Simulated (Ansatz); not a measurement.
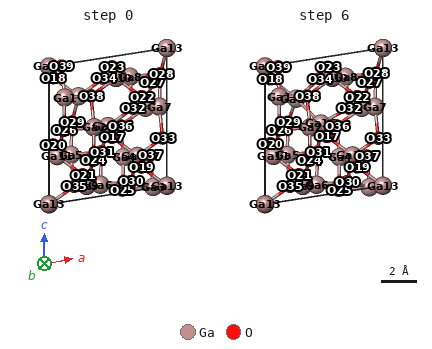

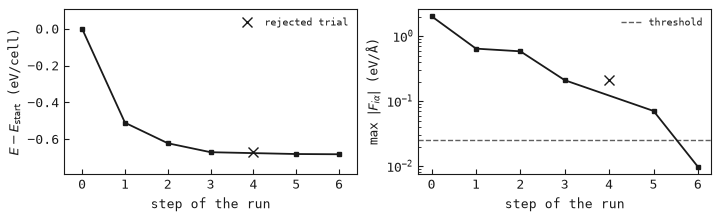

First and last geometry of a relaxation of a defect cell of composition Ga₁₆O₂₃, with the history of the run. A ball-and-stick model of the cell of the calculation (origin shifted), seen along the b axis.

Case: O vacancy (site i), charge +0, atoms relaxed at the host's cell.

The calculation used DFT PBEsol, scalar-relativistic, plane waves, PAW (Ansatz). Set-up: plane-wave cutoff 420 eV; k-point mesh 2 × 2 × 2; occupations gaussian; smearing width 0.01 eV; mesh shifted by (0.5, 0.5, 0.5); no spin polarisation; atoms relaxed in a fixed cell; force threshold 0.025 eV/Å; at most 45 steps.

**Did the run converge, and what did it change?**

It converged. After 5 accepted moves (6 points after the start) the energy has fallen by 0.682 eV per cell of the calculation. The largest force component goes from 2 to 0.0098 eV/Å. The line search rejected the trial step at point 4 of the run. The largest moves, 0.26 Å, are those of Ga atoms. By element the largest moves are Ga 0.26 Å, O 0.13 Å. The lattice vectors keep their values. Near-neighbour distances that change, for instance: Ga–Ga 3.047 → 2.547 Å, Ga–O 2.017 → 1.924 Å, Ga–O 1.842 → 1.911 Å, Ga–O 1.873 → 1.937 Å. Bond angles that change, for instance: O–Ga–O 107.1° → 99.0°, O–Ga–O 105.9° → 98.0°, Ga–O–Ga 111.6° → 119.0°. Cost: 3.5 min on 4 threads of Intel(R) Xeon(R) Processor @ 2.50GHz (Skylake/Cascade Lake) (shared host), peak memory 1.9 GiB.

```
step  E − E(0), meV/atom  largest force component, eV/Å      note
   0                0.00                         2.0167          
   1              -13.09                         0.6410          
   2              -15.96                         0.5831          
   3              -17.21                         0.2095          
   4              -17.11                         0.2111  rejected
   5              -17.46                         0.0705          
   6              -17.49                         0.0098
```

Limits of the set-up: the periodic images lie only 7.5 Å apart, so the values are limited by the cell's size.
